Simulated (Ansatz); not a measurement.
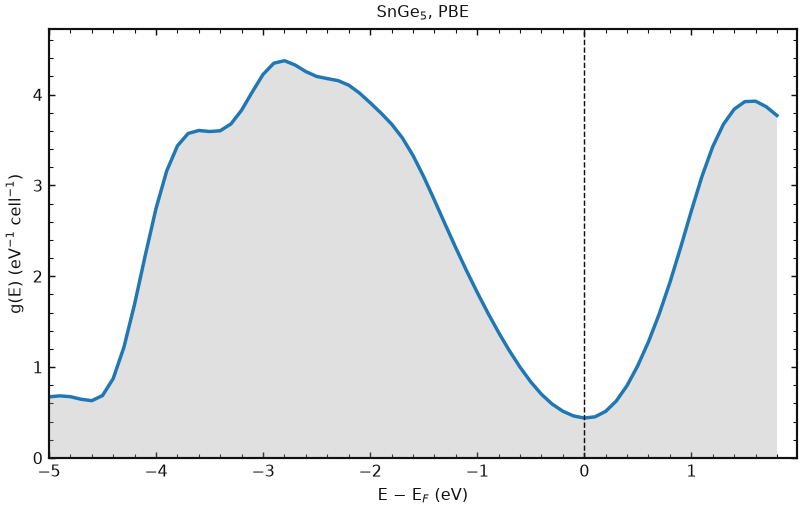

Density of states. Energies are counted from the Fermi level. The DOS curve is built from the levels of the k mesh with Gaussians 0.55 eV wide, which also blur the band edges; ripples of that width can come from the mesh.

System: SnGe₅ (ordered alloy on diamond lattice), space group P3m1 (No. 156), 6 atoms in the cell, relaxed with r2SCAN; a = 4.139 Å, c = 10.073 Å (hexagonal axes).

Method: PBE, Ansatz PAW set, no spin polarisation, no spin-orbit coupling, 12×12×4 k mesh, 420 eV cutoff, Fermi-Dirac smearing of 0.02 eV (Ansatz 0.2.0).

**What is the density of states at the Fermi level?**

It is a metal. The density of states at the Fermi level is about 0.48 per eV and cell (mean within 0.25 eV), or 0.079 per atom.

Spin-orbit coupling is left out, which matters for Sn. The bands overlap only a little at an even electron count, and semilocal functionals can close small gaps, so the real material need not be a metal. The cell was built by a generator and needn't be a form met in nature.
